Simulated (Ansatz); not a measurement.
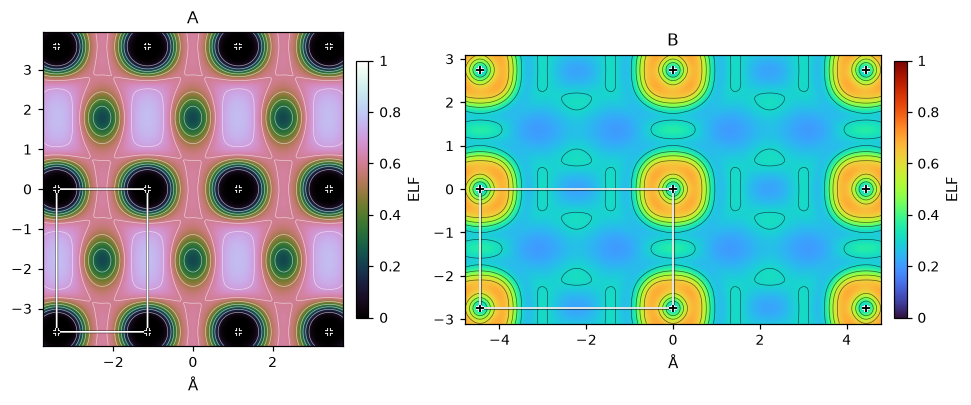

The electron localisation function of 2 systems, each on a plane through atoms (crosses mark nuclei in the plane).

Computed with Ansatz, DFT, revPBE, plane waves (420 eV) with PAW, scalar-relativistic.

System 1: Ir, the (100) plane of the conventional cell. Space group P6/mmm; set up as Ir, omega (AlB2-type); a generated structure, not necessarily the stable one; changed on purpose from its base cell (volume × 1.04); computed pressure about −11 GPa in this cell; computed without spin polarisation.

```yaml
crystal:
  lattice:
    - [4.44972, 0.00000, 0.00000]
    - [-2.22486, 3.85357, 0.00000]
    - [0.00000, 0.00000, 2.74902]
  atoms:
    - { symbol: Ir, position: [0.00000, 0.00000, 0.00000] }
    - { symbol: Ir, position: [0.33333, 0.66667, 0.50000] }
    - { symbol: Ir, position: [0.66667, 0.33333, 0.50000] }
```

System 2: Be, the (010) plane of the conventional cell. Space group P6₃/mmc; set up as Be, beta-Sn type; a generated structure, not necessarily the stable one; changed on purpose from its base cell (volume × 1.0).

Match each panel to its system.

Answer. Panel A is system 2, Be: the plane holds Be. Be–Be (2.28 Å): the ELF peaks at about 0.60 between the atoms. Panel B is system 1, Ir: the plane holds Ir. Ir–Ir (2.75 Å): the ELF is about 0.35 at the midpoint.
